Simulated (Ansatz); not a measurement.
The calculation's input:

```
crystal:
  lattice:
    - [5.5663060538, 0.0, 0.0]
    - [-2.7831530269, 4.8205624479, 0.0]
    - [0.0, 0.0, 9.25847896]
  atoms:
    - { symbol: Cs, position: [0.33333333, 0.66666667, 0.25] }
    - { symbol: Cs, position: [0.66666667, 0.33333333, 0.75] }
basis:
  ecutwfc: 420
  fft_grid_basis: typed
kpoints:
  mp_grid: { grid: [9, 9, 4] }
hamiltonian:
  xc: pbe
scf:
  occupations: { method: gaussian, width: 0.05 }
  n_extra_bands: 6
output:
  forces: true
  stress: false
  eigenvalues: true
  bader: false
  write_density: false
  volumetric_format: npy
  band_densities:
    - { e_range: [-0.25, 0.25] }
    - { e_range: [-1.2, 0.0] }
    - { e_range: [-10.81, -10.65] }
    - { e_range: [-23.95, -23.89] }
  dos:
    e_range: [-30, 8]
    de: 0.02
    method: { smearing: { sigma: 0.03, scheme: gaussian } }
    projected: { site_lists: { Cs: [Cs] } }
checkpoint:
  read: start.run
  write: ck
  compress: false
  write_wavefunctions: false
  write_every: 100000
```

Run with:

```sh
ansatz run input.yaml --threads 1 --pin off --max-ram 2560MiB --backend cpu --events-out ev --progress --plain --runs-dir out
```

The picture shows the conventional cell (a = 5.57 Å, b = 5.57 Å, c = 9.26 Å, α = 90.00°, β = 90.00°, γ = 120.00°).

Space group P6_3/mmc. This isn't the usual form at ambient conditions. The cell comes from a database of computed structures, not from a measurement.

Level of theory: DFT PBE, scalar-relativistic, plane waves, PAW (Ansatz).

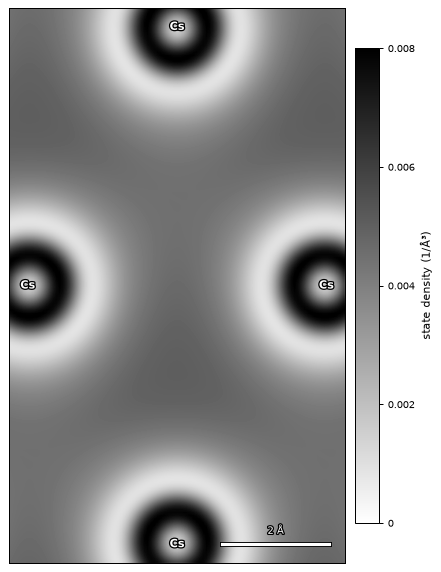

Cs. Density of the Kohn–Sham states from −1.2 to 0.0 eV about the Fermi level (the filled states just under the Fermi level), scaled to one electron a cell: a map on the (001) plane of the conventional cell.

Core electrons are frozen (PAW), so the fields are smoothed inside the atomic spheres.

**Describe these states.**

Löwdin projections on the PAW files' atomic orbitals give Cs 6s (over 95 %).
